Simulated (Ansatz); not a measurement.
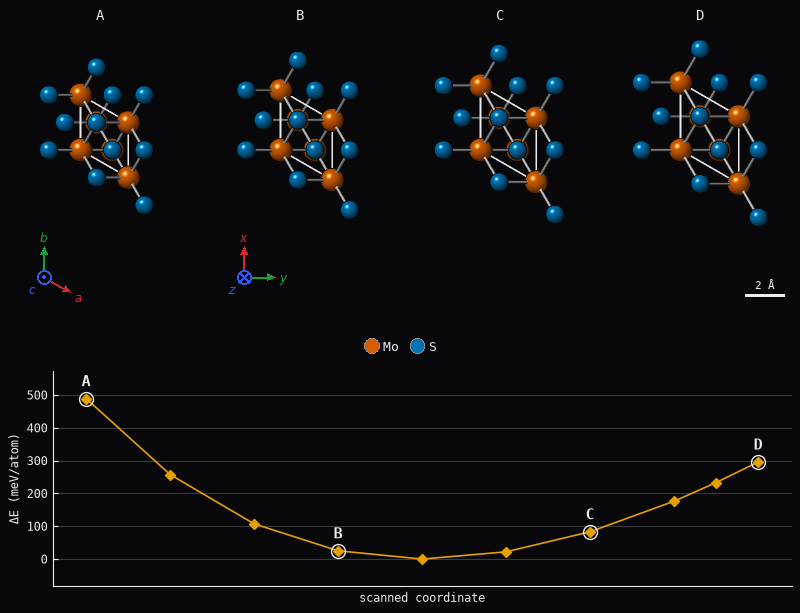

Frames of a one-coordinate scan of a crystal of MoS₂ (R3m). x, y and z are the Cartesian axes of the input. Style: ball-and-stick. Shown: the conventional cell (3 times the calculation's cell), along the c axis. Lengths and directions refer to the drawn axes.

Level of theory: DFT PBE+D3(BJ), scalar-relativistic, plane waves, PAW (Ansatz 0.2.0). (plane-wave cutoff 420 eV; k-point mesh 12 × 12 × 12; occupations gaussian; smearing width 0.05 eV; no spin polarisation). Energies (free energies at the smearing named) are counted from the relaxed crystal.

### Which coordinate changes from frame to frame?

The cell is strained equally along x and y, with the atoms kept at their fractional coordinates. In the frames the strain is −0.10 (A), −0.025 (B), 0.05 (C), 0.10 (D). The lowest computed point lies at the strain 0.00 (0 meV/atom). At the ends of the scan the energy is 489 meV/atom (−0.10) and 296 meV/atom (0.10). The distortion keeps the space group R3m. At the strain −0.10 the cell of the drawing goes a 3.153 → 2.838 Å, b 3.153 → 2.838 Å.
